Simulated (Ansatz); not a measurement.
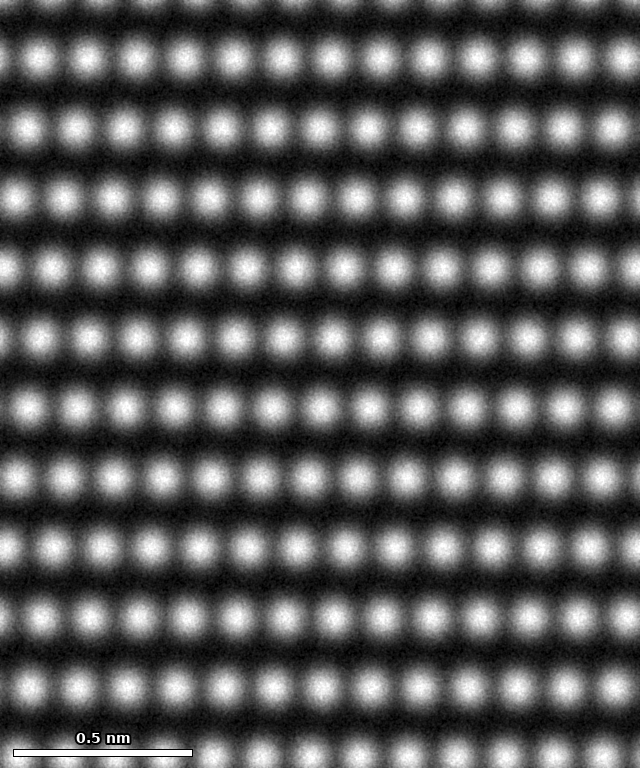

Z-contrast image of a crystal. Simulation: incoherent imaging, intensity Z^1.6 per atom, probe width 0.75 Å, thin sample. The display is stretched by a gamma of 0.65; percentages refer to the linear signal. Shot noise was added.

> Give the net of the columns and its spacings.

The pattern repeats on an oblique net of 1.4 × 2.0 Å with an angle of 100°.

> What is the plane group of the image?

p2: twofold rotation points, no mirror or glide lines.

> How many columns does the smallest repeating cell hold, and how many levels of brightness?

1 column in the primitive cell of 2.7 Å², all of one brightness.

The crystal is Ga (C2/c, No. 15) seen along [010]. Model: the geometry relaxed with DFT, PBEsol, plane waves (420 eV) with PAW, scalar-relativistic in Ansatz 0.2.0; the starting structure was generated, so it need not be a known form of this composition.
